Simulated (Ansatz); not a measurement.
Crystal: N, coordinates from a relaxation with Ansatz 0.2.0, DFT PBE+D3(BJ), scalar-relativistic, plane waves, PAW.

```
N
1.0
     3.81655    0.00000    0.00000
    -1.90828    3.30523    0.00000
     0.00000    0.00000    7.41447
N
4
Direct
  0.33333 0.66667 0.32432
  0.33333 0.66667 0.17568
  0.66667 0.33333 0.82432
  0.66667 0.33333 0.67568
```

Q: What does its first Brillouin zone look like, and which path through it is standard?

A: It has a primitive hexagonal lattice (hP; extended symbol hP2). The zone is a hexagonal prism in its combinatorial type: 8 faces (6 with 4 edges, 2 with 6 edges), 18 edges, 12 vertices. Path: Γ–M–K–Γ–A–L–H–A | L–M | H–K.

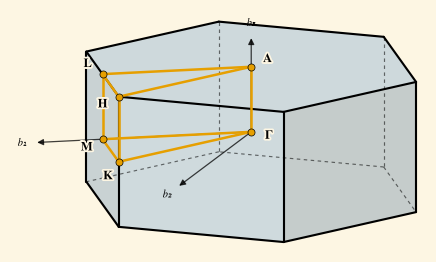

Labels and path follow the convention of Hinuma et al. (2017), as computed by seekpath; the arrows show the directions of the reciprocal primitive vectors b₁, b₂, b₃, in which coordinates are given; lengths include the factor 2π.

```
point   k₁   k₂   k₃  length of k (1/Å)
    Γ    0    0    0              0.000
    A    0    0  1/2              0.424
    K  1/3  1/3    0              1.098
    H  1/3  1/3  1/2              1.176
    M  1/2    0    0              0.950
    L  1/2    0  1/2              1.041
```
